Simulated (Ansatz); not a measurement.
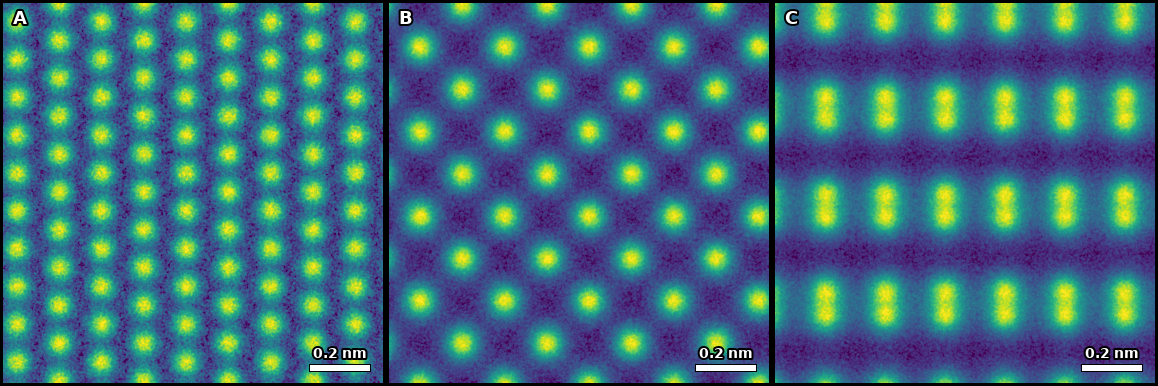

Three views of Ti (Fd-3m, No. 227) along different zone axes. Simulated as the projected potential of neutral atoms (B = 0.8 Å²) blurred by a 0.50 Å probe, the thin-sample limit of integrated differential phase contrast. The display is stretched by a gamma of 0.65; percentages refer to the linear signal. Shot noise was added. Atomic positions: the geometry relaxed with DFT, revPBE, plane waves (420 eV) with PAW, scalar-relativistic in Ansatz; the starting structure was generated, so it need not be a known form of this composition.

```
Ti
1.0
     5.78958    0.00000    0.00000
     0.00000    5.78958    0.00000
     0.00000    0.00000    5.78958
Ti
8
Direct
  0.75000 0.75000 0.75000
  0.00000 0.50000 0.00000
  0.75000 0.25000 0.25000
  0.00000 0.00000 0.50000
  0.25000 0.75000 0.25000
  0.50000 0.50000 0.50000
  0.25000 0.25000 0.75000
  0.50000 0.00000 0.00000
```

Match the panels to the zone axes [001], [210] and [211].

A is [210]: projected cell 1.29 × 1.59 Å, 114°, plane group c2mm. B is [001]: projected cell 2.05 × 2.05 Å, 90°, plane group p4mm. C is [211]: projected cell 2.05 × 3.34 Å, 90°, plane group p2mm.
